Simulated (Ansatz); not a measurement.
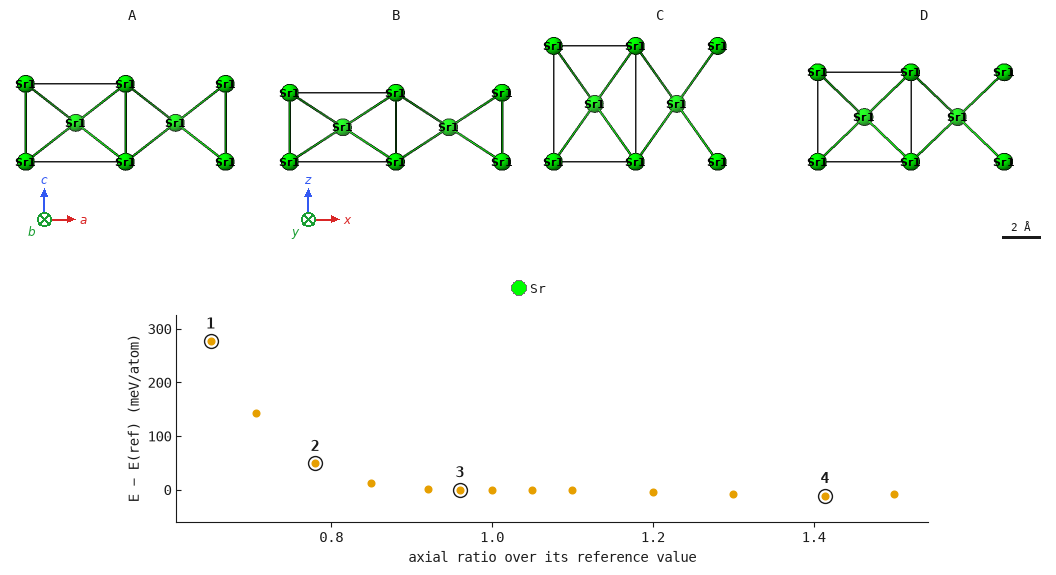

A scan of a crystal of Sr (Im-3m): the ratio of the cell's length along z to its lengths across, counted as 1 for the reference, is changed at fixed volume (a tetragonal or Bain path), with the atoms kept at their fractional coordinates. x, y and z are the Cartesian axes of the input. The frames are shuffled; the numbered points of the plot belong to them. A ball-and-stick model of the conventional cell (2 times the calculation's cell), repeated 2 × 1 × 1 with one cell outlined, seen along the b axis. Lengths and directions refer to the drawn axes.

The calculation used Ansatz 0.2.0, DFT r2SCAN, scalar-relativistic, plane waves, PAW. Set-up: plane-wave cutoff 500 eV; k-point mesh 16 × 16 × 16; occupations gaussian; smearing width 0.15 eV; no spin polarisation. Energies (free energies at the smearing named) are counted from the cell as listed in its source, which wasn't relaxed.

Q: Which frame belongs to which numbered point?

A: Point 1 is frame B (the relative ratio 0.65, 277.3 meV/atom); 2 is frame A (the relative ratio 0.78, 49.1 meV/atom); 3 is frame D (the relative ratio 0.96, 0.1 meV/atom); 4 is frame C (the relative ratio 1.414, −10.8 meV/atom). The lowest computed point lies at the relative ratio 1.414 (−10.8 meV/atom). The distortion takes the space group from Im-3m to I4/mmm. At the relative ratio 1.50 the cell of the drawing goes a 4.850 → 4.237 Å, b 4.850 → 4.237 Å, c 4.850 → 6.355 Å.
